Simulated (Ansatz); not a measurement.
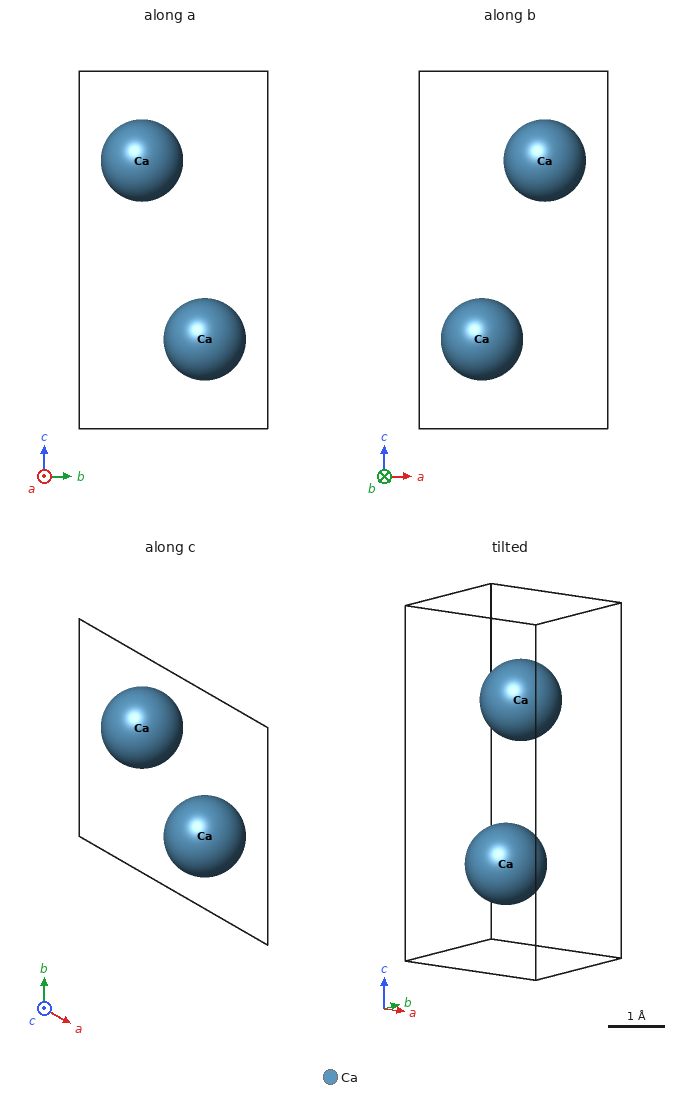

Shown here is a spheres-only view of the crystal, taken along the a axis, along the b axis, along the c axis and slightly off an axis. The edges of the conventional unit cell are marked.

Lattice parameters: a = 3.9365 Å, b = 3.9365 Å, c = 6.4744 Å, α = 90.000°, β = 90.000°, γ = 120.000°.

> Convert the drawing into a CIF with its space group and independent sites.

```cif
data_structure
_symmetry_space_group_name_H-M 'P 63/m m c'
_symmetry_Int_Tables_number 194
_cell_length_a 3.9365
_cell_length_b 3.9365
_cell_length_c 6.4744
_cell_angle_alpha 90.000
_cell_angle_beta 90.000
_cell_angle_gamma 120.000
_cell_volume 86.88
loop_
_atom_site_label
_atom_site_type_symbol
_atom_site_symmetry_multiplicity
_atom_site_Wyckoff_symbol
_atom_site_fract_x
_atom_site_fract_y
_atom_site_fract_z
_atom_site_occupancy
Ca1 Ca 2 c 0.3333 0.6667 0.2500 1
```

Provenance: a structure type filled with this element by a generator (whether the element takes this form wasn't checked). A relaxation with DFT, r2SCAN, plane waves (500 eV) with PAW, scalar-relativistic (Ansatz) gave the geometry drawn.
